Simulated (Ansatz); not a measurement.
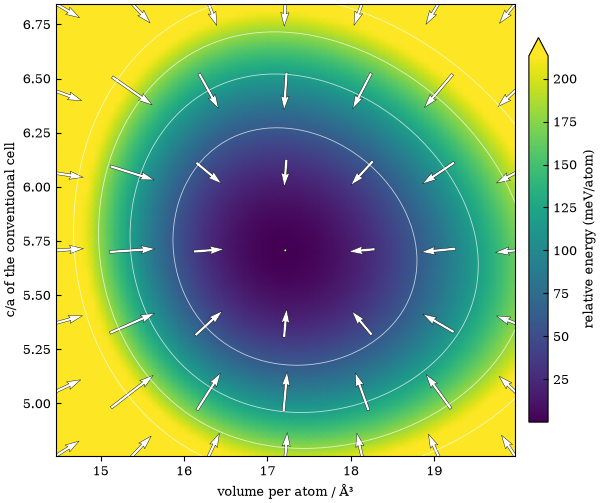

Energy landscape of MoS2 (R3m, No. 160; 3 atoms in the cell). The energy is mapped over volume and the cell's shape. First axis: volume per atom. Second axis: c/a of the conventional cell. Nothing is relaxed (fractional coordinates fixed). The scan uses a 7 × 7 grid. Points are written as (first, second). Energies are in meV/atom, from the lowest grid point. The band gap closes in part of the range. Level of theory: Ansatz 0.2.0, DFT PBE+D3(BJ), scalar-relativistic, plane waves, PAW. Settings: cutoff 420 eV, k-mesh 12×12×12, gaussian smearing 0.05 eV, no spin polarisation.

In the figure: a smooth colour map with a few white contour lines, arrows along the force (downhill), their lengths compressed, one colour for all values above the top of the scale. Between grid points the surface is interpolated. 

Describe this landscape.

Answer. The lowest grid point is at (17.21 Å³, 5.707). No other kind of well shows on this grid. The highest grid point, (14.46 Å³, 4.757), lies 525 meV/atom above the lowest. Round the minimum the two coordinates are weakly coupled (coupling 0.09 in units of the two stiffnesses).

Each point was launched as `ansatz run input.yaml --threads 1 --pin off --max-ram 2048MiB --backend cpu --events-out ev --progress --plain --runs-dir out`. Time for the 49 points that were run: 16 min on 1 thread of Arm Neoverse V1 (shared host).

PAW datasets: the set soft_1.
